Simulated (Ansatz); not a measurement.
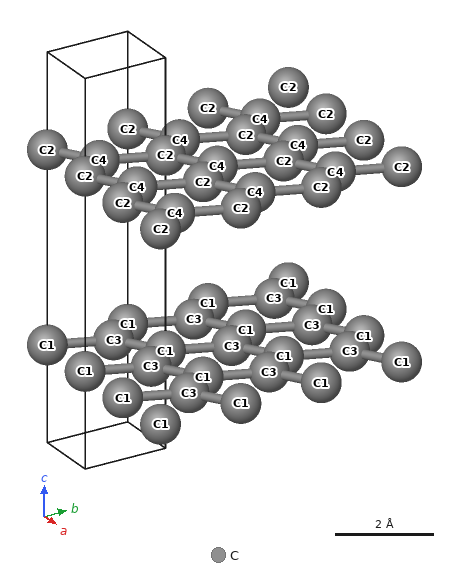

Solid C (built on the graphite type), before the relaxation. Style: ball-and-stick. Shown: the cell of the calculation, repeated 3 × 3 × 1 with one cell outlined, from a free direction.

Theory: DFT r2SCAN, scalar-relativistic, plane waves, PAW in Ansatz 0.2.0.

Input file:
```yaml
crystal:
  lattice:
    - [2.4663888003, 0.0, 0.0]
    - [-1.2331944002, 2.1359553567, 0.0]
    - [0.0, 0.0, 8.2064780438]
  atoms:
    - { symbol: C, position: [0.0, 0.0, 0.25] }
    - { symbol: C, position: [0.0, 0.0, 0.75] }
    - { symbol: C, position: [0.3333333333, 0.6666666667, 0.25] }
    - { symbol: C, position: [0.6666666667, 0.3333333333, 0.75] }
basis:
  ecutwfc: 500
  ecutrho_ratio: 4
kpoints:
  mp_grid: { grid: [10, 10, 4] }
hamiltonian:
  xc: r2scan
scf:
  occupations: { method: gaussian, width: 0.05 }
output:
  forces: true
  stress: true
  eigenvalues: true
relax:
  f_tol: 0.02
  max_steps: 40
  cell: { stress_tol: 0.2, fix: [volume] }
```

### What does the optimiser find from here?

No atom moves by more than 0.005 Å relative to the cell. The drawn cell changes at constant volume: a = b 2.466 → 2.458 Å (−0.3 %), c 8.206 → 8.262 Å (+0.7 %). Some distances before and after: C1–C3 1.424 → 1.419 Å. The space group stays P6_3/mmc (No. 194). The energy falls by 3.2 meV per cell of the calculation in 2 accepted moves (3 points after the start). All forces vanish by symmetry, so only the cell relaxes. Pressure: −3.20 GPa at the start and −0.87 GPa at the end. The SCF was repeated once at an unchanged geometry on a basis and grid sized afresh for the cell, which shifted the energy by less than 0.05 meV per cell of the calculation at most. The run took about 12 core-seconds on a shared host.

The structure at the end:

```xyz
4
Lattice="2.4581 0.0000 0.0000 -1.2290 2.1287 0.0000 0.0000 0.0000 8.2621" Properties=species:S:1:pos:R:3 pbc="T T T"
C    -1.2290    2.1287    2.0655
C    -1.2290    2.1287    6.1966
C     0.0000    1.4192    2.0655
C     1.2290    0.7096    6.1966
```
